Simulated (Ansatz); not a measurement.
**Y2CS2 MXene monolayer in a perpendicular field**

Wanted: the out-of-plane response of the Y2CS2 MXene monolayer. A positive field points along +c.

Main program and level: Ansatz 0.2.0; plane-wave DFT, LDA, Ansatz PAW, in the first sound run; inputs show where later runs differ.

**1. Set-up**

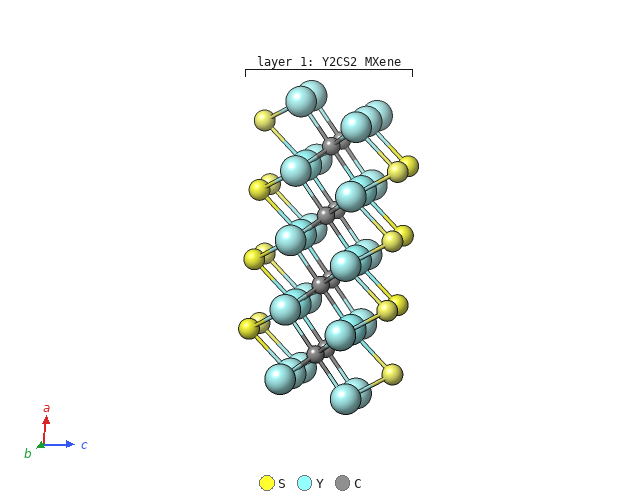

Start, viewed from the side, with the c axis across the page; sulfur yellow, yttrium teal, carbon grey. 3×1×1 cells are drawn. Some periodic images of atoms are drawn too.

The cell holds 5 atoms: 2 S, 2 Y and 1 C. Its edges and angles: a = 3.478 Å, b = 3.478 Å, c = 24.532 Å, α = 90.0°, β = 90.0°, γ = 120.0°. Vacuum lies along c.

**2. Relaxing the slab**

The starting cell is a guess, so the in-plane lattice and the atoms are relaxed first, with the slab cut off from its images along the normal. The program lengthens the vector along the normal by itself, so c and the volume that it reports differ from the typed ones.

The input, input.yaml:

```yaml
crystal:
  lattice:
    - [3.47776, 0.0, 0.0]
    - [-1.73888, 3.0118285083, 0.0]
    - [0.0, 0.0, 24.5318076655]
  atoms:
    - { symbol: S, position: [0.3333333333, 0.6666666667, 0.3668706409] }
    - { symbol: "Y", position: [0.6666666667, 0.3333333333, 0.4440631746] }
    - { symbol: C, position: [0.0, 0.0, 0.5] }
    - { symbol: "Y", position: [0.3333333333, 0.6666666667, 0.5559368254] }
    - { symbol: S, position: [0.6666666667, 0.3333333333, 0.6331293591] }
  periodic: [true, true, false]
kpoints:
  mp_grid: { grid: [12, 12, 1] }
hamiltonian:
  xc: lda
scf:
  occupations: { method: fermi_dirac, width: 0.05 }
  convergence: { dr2_threshold: 1.0e-09 }
relax:
  f_tol: 0.004
  max_steps: 90
  cell: {}
output:
  write_potential: true
  write_density: true
  volumetric_format: npy
```

Started as:

```sh
ansatz run input.yaml --threads 4 --pin off --max-ram 6144MiB --backend cpu --events-out ev --progress --plain --runs-dir out
```

Numbers of over 12 decimals in the logs are rounded to 6 here.

The log of the run:

```text
Warning: crystal.periodic: the lattice vector that does not repeat stood 0.000° off the slab's normal, 24.532 Å along it as the deck builds it. The run solves the slab on a vector along the normal, 36.864 Å long, with every atom where it was (on the deck's vector they left 18.00 Å outside them, and the widest stretch free of ions among them is 1.89 Å). A fractional position that the run reports is one of the run's ce [...]
Warning: relax.cell: scf.convergence.dr2_threshold = 1e-9 eV is looser than the 1.82948695224e-10 eV advised for a relaxation that steers and ends on the stress (1e-10 eV for each atom of the cell: 5, times the square of relax.cell.stress_2d_tol = 0.05 N/m over 16.5 Å (the atoms' height at the walk's start and 5 Å past either face), 3.024e-2 GPa, over a crystal's default 0.05). What an SCF threshold leaves in a stress goes as its square root, and in the free energy as the threshold itself, and one threshold admits the most on a small cell: [figures from the program's tests cut] Set scf.convergence.dr2_threshold to 1.82948695224e-10 eV or tighter. [rest of the remark cut]
crystal.periodic: the lattice vector that does not repeat stood 0.000° off the slab's normal, 24.532 Å along it as the deck builds it. The run solves the slab on a vector along the normal, 36.864 Å long, with every atom where it was (on the deck's vector they left 18.00 Å outside them, and the widest stretch free of ions among them is 1.89 Å). A fractional position that the run reports is one of the run's cell, which [...]
Engine: ansatz 0.2.0, aarch64-unknown-linux-gnu
Pseudopotentials: kind: paw
Pseudopotential: S, paw, valence charge 6, recommended cutoff 420 eV (normal), S.paw.azcp
Pseudopotential: Y, paw, valence charge 11, recommended cutoff 420 eV (normal), Y.paw.azcp
Pseudopotential: C, paw, valence charge 4, recommended cutoff 420 eV (normal), C.paw.azcp
Functional definition: SPW92
  exchange = slater_x
  correlation = pw_c
Crystal: 5 atoms, lattice volume = 386.125 Å³
Basis set: ecut = 420 eV, 7509 PW (Γ)
Bands: 24, of which v1, the nominal top of the filled ones, is band 19 counted from 1 (18 counted from 0)
Symmetry: 12 space group operations
Space group: P-3m1 (ITA 164), of the structure as read, at distance tolerance 7.3e-5 Å
k-points: 19 of 144
Non-local potential: S, projectors of the file, l = 0: 2, l = 1: 2, l = 2: 2
Non-local potential: Y, projectors of the file, l = 0: 3, l = 1: 2, l = 2: 2, l = 3: 1
Non-local potential: C, projectors of the file, l = 0: 2, l = 1: 2, l = 2: 1
PAW form: soft (Blöchl's): semilocal exchange-correlation on the pseudo side does not see the compensation charge
PAW frozen core: S, regenerated for the run's functional, and the local potential with it (the file was generated under x = pbe(κ = 0.804, μ = 0.219515), c = pbe(β = 0.066725))
PAW frozen core: Y, regenerated for the run's functional, and the local potential with it (the file was generated under x = pbe(κ = 0.804, μ = 0.219515), c = pbe(β = 0.066725))
PAW frozen core: C, regenerated for the run's functional, and the local potential with it (the file was generated under x = pbe(κ = 0.804, μ = 0.219515), c = pbe(β = 0.066725))
PAW one-centre angular grid: S, 110 points (default); XC on 64 Gauss nodes
PAW one-centre angular grid: Y, 590 points (default); XC on 64 Gauss nodes
PAW one-centre angular grid: C, 110 points (default); XC on 64 Gauss nodes
Initial density: superposition of atomic densities (neutral atoms: chi_scale 0, normalization atom), corrected by the library's trained network
Initial wavefunctions: pseudopotential atomic-orbital guess
Functional: x = slater, c = lda
SCF iter   1: F=—  HF=-9476.241765 eV  |F-HF|=—  |Δ(HF+E_count)|=         —  Δρ=5.09e-3  dr2=7.18e-1  ethr=1.77e-3  ⟨swp⟩=12.8  Hψ=3637  notcnv=0
preconditioner: auto → LDOS  [metal: Δε(μ)=0.025 eV  Ē_g=6.915 eV  σ=0.050 eV  W_gap=0.12  n_scr=20 (ndim 8)  ℏωp=8.9 eV  f_vac=0.719  D(μ)=4.50/eV (n_scr^D=16)  β→1.0]
SCF iter   2: F=—  HF=-9476.179349 eV  |F-HF|=—  |Δ(HF+E_count)|=   6.24e-2  Δρ=1.79e-3  dr2=1.54e-2  ethr=1.77e-3  ⟨swp⟩=2.8  Hψ=690  notcnv=0
SCF iter   3: F=—  HF=-9476.181164 eV  |F-HF|=—  |Δ(HF+E_count)|=   1.82e-3  Δρ=5.43e-4  dr2=2.26e-3  ethr=4.06e-5  ⟨swp⟩=3.1  Hψ=1006  notcnv=0
SCF iter   4: F=—  HF=-9476.181200 eV  |F-HF|=—  |Δ(HF+E_count)|=   3.58e-5  Δρ=1.52e-4  dr2=1.67e-4  ethr=5.95e-6  ⟨swp⟩=2.9  Hψ=938  notcnv=0
SCF iter   5: F=—  HF=-9476.181183 eV  |F-HF|=—  |Δ(HF+E_count)|=   1.66e-5  Δρ=6.36e-5  dr2=3.13e-5  ethr=4.40e-7  ⟨swp⟩=3.3  Hψ=1038  notcnv=0
SCF iter   6: F=—  HF=-9476.181179 eV  |F-HF|=—  |Δ(HF+E_count)|=   4.41e-6  Δρ=2.37e-5  dr2=4.74e-6  ethr=8.24e-8  ⟨swp⟩=2.8  Hψ=795  notcnv=0
SCF iter   7: F=—  HF=-9476.181176 eV  |F-HF|=—  |Δ(HF+E_count)|=   2.71e-6  Δρ=3.85e-6  dr2=1.46e-7  ethr=1.25e-8  ⟨swp⟩=3.1  Hψ=900  notcnv=0
SCF iter   8: F=—  HF=-9476.181130 eV  |F-HF|=—  |Δ(HF+E_count)|=   4.67e-5  Δρ=7.13e-7  dr2=2.40e-9  ethr=3.83e-10  ⟨swp⟩=3.4  Hψ=967  notcnv=0
SCF iter   9: F=-9476.181130 eV  HF=-9476.181130 eV  |F-HF|=1.75e-10  |Δ(HF+E_count)|=  4.38e-10  Δρ=2.22e-7  dr2=3.16e-10  ethr=2.63e-12  ⟨swp⟩=12.7  Hψ=4082  notcnv=0
SCF 1 converged in 9 iterations: F = -9476.181130 eV  dr2 = 3.16e-10
  greatest PAW one-centre occupation: 0.993 electrons in one spin orbital (limit 2), on the Y atom at site 3 (counted from 0), in its partial waves of l = 0
relax step   1: F+E_penalty+E_count = -9476.18112970 eV  Δ(F+E_penalty+E_count) = +0.000e0 eV  max|allowed force component| = 1.628e0 eV/Å  Δτ_max = 0.0000 Å  P = +2.831 N/m  Ω = 386.125 Å³  fix = [c, alpha, beta]  reactions: c +0.000 N/m  (9 SCF iters, accepted)
Crystal: 5 atoms, lattice volume = 395.089 Å³
Basis set: ecut = 420 eV, 7653 PW (Γ)
Initial density: handed on by an earlier stage of this run
Initial wavefunctions: those handed on with the density
SCF iter   1: F=—  HF=-9477.785835 eV  |F-HF|=—  |Δ(HF+E_count)|=         —  Δρ=2.61e-2  dr2=1.32e1  ethr=3.10e-3  ⟨swp⟩=16.3  Hψ=3408  notcnv=0
preconditioner: auto → LDOS  [metal: Δε(μ)=0.016 eV  Ē_g=7.344 eV  σ=0.050 eV  W_gap=0.08  n_scr=20 (ndim 8)  ℏωp=8.8 eV  f_vac=0.720  D(μ)=3.85/eV (n_scr^D=14)  β→1.0]
SCF iter   2: F=—  HF=-9476.753481 eV  |F-HF|=—  |Δ(HF+E_count)|=    1.03e0  Δρ=1.61e-2  dr2=8.91e-1  ethr=3.10e-3  ⟨swp⟩=4.1  Hψ=1264  notcnv=0
SCF iter   3: F=—  HF=-9476.579196 eV  |F-HF|=—  |Δ(HF+E_count)|=   1.74e-1  Δρ=7.94e-3  dr2=1.02e0  ethr=2.34e-3  ⟨swp⟩=2.6  Hψ=968  notcnv=0
SCF iter   4: F=—  HF=-9476.507844 eV  |F-HF|=—  |Δ(HF+E_count)|=   7.14e-2  Δρ=2.48e-3  dr2=7.61e-2  ethr=2.34e-3  ⟨swp⟩=2.6  Hψ=719  notcnv=0
[...]
[... from here on, the SCF cycles and remarks between the steps are left out ...]
relax step   4: F+E_penalty+E_count = -9476.84693909 eV  Δ(F+E_penalty+E_count) = -1.498e-1 eV  max|allowed force component| = 1.848e-1 eV/Å  Δτ_max = 0.1075 Å  P = +2.074 N/m  Ω = 429.370 Å³  energy of the carried Pulay correction = -4.354e-3 eV  fix = [c, alpha, beta]  reactions: c +0.000 N/m  (10 SCF iters, accepted)
relax step   5: F+E_penalty+E_count = -9476.87173426 eV  Δ(F+E_penalty+E_count) = -2.480e-2 eV  max|allowed force component| = 8.041e-2 eV/Å  Δτ_max = 0.0385 Å  P = +0.333 N/m  Ω = 440.961 Å³  energy of the carried Pulay correction = -5.444e-3 eV  fix = [c, alpha, beta]  reactions: c +0.000 N/m  (9 SCF iters, accepted)
relax step   6: F+E_penalty+E_count = -9476.87478935 eV  Δ(F+E_penalty+E_count) = -3.055e-3 eV  max|allowed force component| = 8.205e-2 eV/Å  Δτ_max = 0.0484 Å  P = +0.528 N/m  Ω = 444.913 Å³  energy of the carried Pulay correction = -5.809e-3 eV  fix = [c, alpha, beta]  reactions: c +0.000 N/m  (9 SCF iters, accepted)
relax step   7: F+E_penalty+E_count = -9476.87587484 eV  Δ(F+E_penalty+E_count) = -1.085e-3 eV  max|allowed force component| = 3.929e-3 eV/Å  Δτ_max = 0.0053 Å  P = +0.022 N/m  Ω = 446.548 Å³  energy of the carried Pulay correction = -5.959e-3 eV  fix = [c, alpha, beta]  reactions: c +0.000 N/m  (8 SCF iters, accepted)
relax step   8: F+E_penalty+E_count = -9476.88950274 eV  Δ(F+E_penalty+E_count) = -1.363e-2 eV  max|allowed force component| = 3.563e-3 eV/Å  Δτ_max = 0.0000 Å  P = +0.195 N/m  Ω = 446.548 Å³  fix = [c, alpha, beta]  reactions: c +0.000 N/m  stress off target by 1.95e-1 N/m on what of the cell is left free  SCF on the basis re-selected at this cell (its energy is not comparable with the rows above)  (6 SCF iters)
relax step   9: F+E_penalty+E_count = -9476.88964819 eV  Δ(F+E_penalty+E_count) = -1.454e-4 eV  max|allowed force component| = 6.269e-3 eV/Å  Δτ_max = 0.0079 Å  P = +0.006 N/m  Ω = 448.460 Å³  energy of the carried Pulay correction = -1.842e-4 eV  fix = [c, alpha, beta]  reactions: c +0.000 N/m  (7 SCF iters, accepted)
relax step  10: F+E_penalty+E_count = -9476.88964138 eV  Δ(F+E_penalty+E_count) = +6.806e-6 eV  max|allowed force component| = 3.280e-4 eV/Å  Δτ_max = 0.0012 Å  P = -0.000 N/m  Ω = 448.589 Å³  energy of the carried Pulay correction = -1.969e-4 eV  fix = [c, alpha, beta]  reactions: c -0.000 N/m  (7 SCF iters, accepted)
iter 1 solved again at ethr=5.36e-8 eV; its pass at ethr=3.10e-3 eV (dr2=2.04e-5 eV) is discarded
SCF iter   1: F=—  HF=-9476.889871 eV  |F-HF|=—  |Δ(HF+E_count)|=         —  Δρ=4.98e-6  dr2=3.32e-8  ethr=5.36e-8  ⟨swp⟩=6.7  Hψ=5726  notcnv=0
preconditioner: auto → LDOS  [metal: Δε(μ)=0.045 eV  Ē_g=7.169 eV  σ=0.050 eV  W_gap=0.22  n_scr=20 (ndim 8)  ℏωp=8.2 eV  f_vac=0.743  D(μ)=5.20/eV (n_scr^D=16)  β→1.0]
SCF iter   2: F=—  HF=-9476.889837 eV  |F-HF|=—  |Δ(HF+E_count)|=   3.44e-5  Δρ=6.59e-7  dr2=5.44e-9  ethr=8.75e-11  ⟨swp⟩=4.0  Hψ=1278  notcnv=0
SCF iter   3: F=—  HF=-9476.889837 eV  |F-HF|=—  |Δ(HF+E_count)|=   1.16e-9  Δρ=3.67e-7  dr2=1.57e-9  ethr=2.63e-12  ⟨swp⟩=18.2  Hψ=4396  notcnv=0
SCF iter   4: F=-9476.889837 eV  HF=-9476.889837 eV  |F-HF|=4.60e-9  |Δ(HF+E_count)|=   4.92e-9  Δρ=2.02e-7  dr2=5.61e-10  ethr=2.63e-12  ⟨swp⟩=9.8  Hψ=3033  notcnv=0
SCF 11 converged in 4 iterations: F = -9476.889837 eV  dr2 = 5.61e-10
relax step  11: F+E_penalty+E_count = -9476.88983679 eV  Δ(F+E_penalty+E_count) = -1.954e-4 eV  max|allowed force component| = 3.342e-4 eV/Å  Δτ_max = 0.0000 Å  P = +0.000 N/m  Ω = 448.589 Å³  fix = [c, alpha, beta]  reactions: c +0.000 N/m  stress off target by 3.85e-4 N/m on what of the cell is left free  SCF on the basis re-selected at this cell (its energy is not comparable with the rows above)  (4 SCF iters)
basis re-selected at this cell: Δ(F+E_penalty+E_count) = -1.954e-4 eV, ΔP = +0.001 N/m vs the last step (what re-selecting the basis moved, of the pressure what is left beyond the Pulay correction that the steps carried, after the strain that the cell walked since its last selection, with what the two solves' SCF thresholds leave and, on support functions, any second-order correction that the steps lacked; it is no measure of the basis error at this ecutwfc). The dense FFT grid was sized anew with the basis: this SCF ran on 27×27×250 points, the steps before it on 25×25×250, so part of this shift can come from that change (see relax.cell in the input reference). [rest of the remark cut]
WARN: The output density's exchange-correlation potential varies sharply where the density is thin. Do not read a vacuum level from v_tot or v_xc, or from such a field of the output density. On a cell that repeats whose density bears no net charge and no dipole along the vacuum's axis use v_es (v_loc + v_h of the components); under efield.dipole_correction with no amplitude use v_es + v_field, which holds any externa [...]
SCF converged after 4 iterations
Free energy (F): -9476.889837 eV
Harris-Foulkes:  -9476.889837 eV  (|F-HF|=4.60e-9)
Internal energy: -9476.847805 eV  (E = F + TS)
E sigma→0 (E₀):  -9476.868821 eV
Entropy (-TS):   -0.042031 eV (-8.406 meV/atom)
Fermi energy:    -6.883894 eV
--- Per-component energies (eV) ---
  E_band       = -753.753658
  E_kinetic    = 913.101362
  E_local      = -75523.500832  (includes V_loc(G=0)·N_el)
  E_nonlocal   = 194.868248
  E_hartree    = 37212.491567
  E_xc         = -584.397756
  E_vxc        = -632.784418  (∫ρ·V_xc dr)
  E_paw        = -6677.104731  (= ΣΔE_a)
  E_vpaw       = -130.418201  (= ΣTr[D̂ρ^β])
  E_aug_tail   = 0.000014  (compensation charges beyond the density's cutoff)
  E_ewald      = 34986.665923
  E_core_change = 1.028399  (= ΣΔE_core)
  E_smearing   = -0.042031  (= −TS)
  E_closure    = 0.000000  (closes the sum)
  Σ components = -9476.889837   (vs F -9476.889837, Δ=0.00e0)
--- Forces (eV/Å), atoms counted from 1 ---
  atom   1  S      0.00000000     0.00000000     0.00004450
  atom   2  Y      0.00000000     0.00000000     0.00033423
  atom   3  C      0.00000000     0.00000000     0.00000000
  atom   4  Y      0.00000000    -0.00000000    -0.00033423
  atom   5  S      0.00000000    -0.00000000    -0.00004450
  max |Σ_I F_I| component: 4.63e-18 eV/Å
--- 2D stress c σ (N/m, compression-positive) ---
        0.000385       0.000000       0.000000
        0.000000       0.000385       0.000000
        0.000000       0.000000       0.000000
  P = ½ c Tr σ = 0.0004 N/m
--- Band table (eV; the first three rows and the last of 19) ---
  k-point 0: bands = [... 15 lower, -7.7713, -7.7713, -6.4554, -6.0730, -6.0730, -3.5527, -3.5527, -3.0180, ... 1 higher]
  k-point 1: bands = [... 15 lower, -8.0360, -7.7710, -6.4574, -6.3201, -6.2184, -3.6386, -3.3565, -2.9882, ... 1 higher]
  k-point 2: bands = [... 15 lower, -7.9249, -7.7808, -7.1369, -6.5052, -6.3002, -3.9982, -2.9340, -2.7714, ... 1 higher]
  k-point 18: bands = [... 15 lower, -8.0805, -8.0805, -7.5180, -7.5180, -7.4982, -2.7357, -2.7357, -2.5397, ... 1 higher]
  the weakly bound empty levels are not read free of the cell's end (no_gap_told)
--- Relaxed structure (9 steps of the walk, 9 accepted, 2 SCFs on fresh bases) ---
  F+E_penalty+E_count = -9476.88983679 eV   max|allowed force component| = 3.342e-4 eV/Å   (the final SCF, on the basis selected at the relaxed cell)
  cell:  # Å, volume = 448.5886 Å³
    - [3.748520, 0.0, 0]
    - [-1.874260, 3.246313, 0]
    - [0, 0, 36.863615]
  atoms:
    - { symbol: S, position: [0.333333, 0.666667, 0.255213] }
    - { symbol: Y, position: [0.666667, 0.333333, 0.293961] }
    - { symbol: C, position: [0, 0, 0.332737] }
    - { symbol: Y, position: [0.333333, 0.666667, 0.371514] }
    - { symbol: S, position: [0.666667, 0.333333, 0.410262] }
```

The job ended after 42 s (4 threads of Arm Neoverse V1, shared host; peak memory 0.8 GiB; 2.7 min of CPU time).

Step by step:

| step | energy less that of the first step (eV) | largest force component (eV/Å) | volume (Å³) |
| --- | --- | --- | --- |
| 1 | 0.0000 | 1.6280 | 386.12 |
| 2 | -0.3148 | 0.6054 | 395.09 |
| 3 | -0.5160 | 0.8577 | 412.03 |
| 4 | -0.6658 | 0.1848 | 429.37 |
| 5 | -0.6906 | 0.0804 | 440.96 |
| 6 | -0.6937 | 0.0820 | 444.91 |
| 7 | -0.6947 | 0.0039 | 446.55 |
| 8* | -0.7084 | 0.0036 | 446.55 |
| 9 | -0.7085 | 0.0063 | 448.46 |
| 10 | -0.7085 | 0.0003 | 448.59 |
| 11* | -0.7087 | 0.0003 | 448.59 |

Relaxation steps marked * repeat the geometry before them on a plane-wave basis chosen anew for their cell, so energy and pressure can jump there.

The run keeps the 12 symmetry operations that it works with, so distortions that break them were not tested.

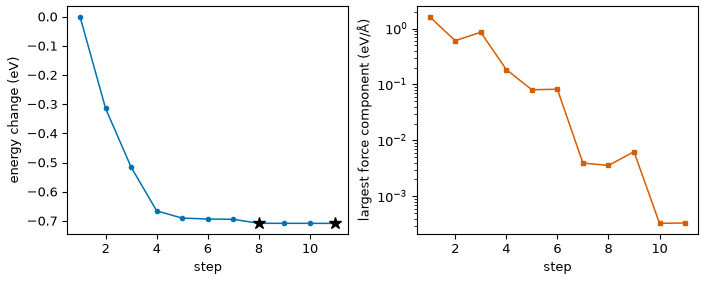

Energy and largest force along the relaxation. Stars mark steps on a basis chosen anew.

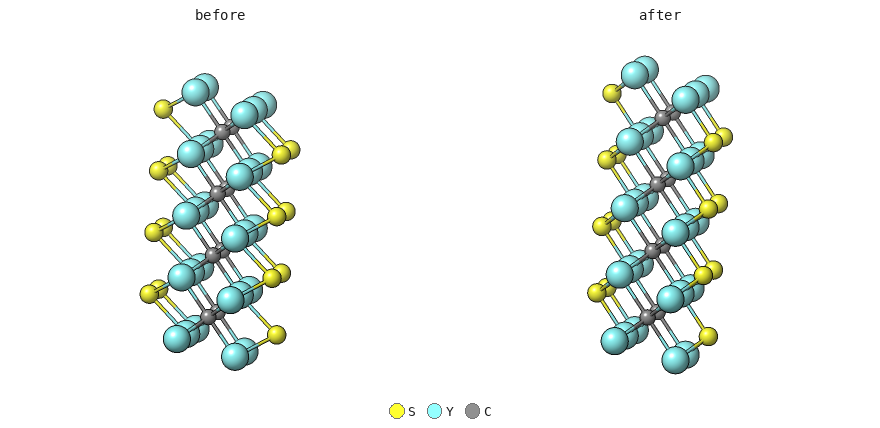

Before and after, at one scale.

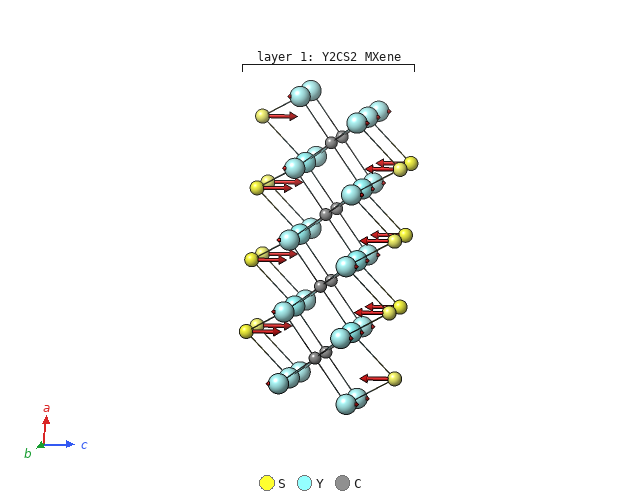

Displacements in the relaxation, exaggerated, measured against the changing cell; the longest in the cell stands for 0.41 Å. 3×1×1 cells are drawn. Some periodic images of atoms are drawn too.

| cell as run | before | after | change |
| --- | --- | --- | --- |
| a (Å) | 3.478 | 3.749 | +7.8 % |
| b (Å) | 3.478 | 3.749 | +7.8 % |

The atoms that moved most (Å, along periodic axes as changes of fractional coordinates times the final cell, across vacuum about the mean position):

| atom | dx | dy | dz | length |
| --- | --- | --- | --- | --- |
| S5 | 0.000 | 0.000 | -0.408 | 0.408 |
| S1 | 0.000 | 0.000 | 0.408 | 0.408 |
| Y2 | 0.000 | 0.000 | -0.057 | 0.057 |
| Y4 | 0.000 | 0.000 | 0.057 | 0.057 |

Final coordinates:

```xyz
5
Lattice="3.7485 0.0000 0.0000 -1.8743 3.2463 0.0000 0.0000 0.0000 36.8636" Properties=species:S:1:pos:R:3
S     0.0000    2.1642    9.4081
Y     1.8743    1.0821   10.8365
C     0.0000    0.0000   12.2659
Y     0.0000    2.1642   13.6953
S     1.8743    1.0821   15.1237
```

Numbers from this step:

```yaml
energy_at_zero_smearing: -9476.8688 eV
```

The lattice constant a goes from 3.478 to 3.749 Å.

(Continued in part 2 of 4.)

[Logs are printed without paths, hosts, clocks, repeated set-up lines and the standing remarks that a program may print on its own settings, such as how far it seeks lower states.]

[Hosts, paths, dates, database ids (printed as entryN), source tags and the programs' standing remarks are cut or masked in the printed files.]

[Maps of the electrostatic potential energy from Ansatz leave out the sawtooth potential of an applied field or a dipole correction, so their vacuum need not be flat; planar profiles and work functions include it.]
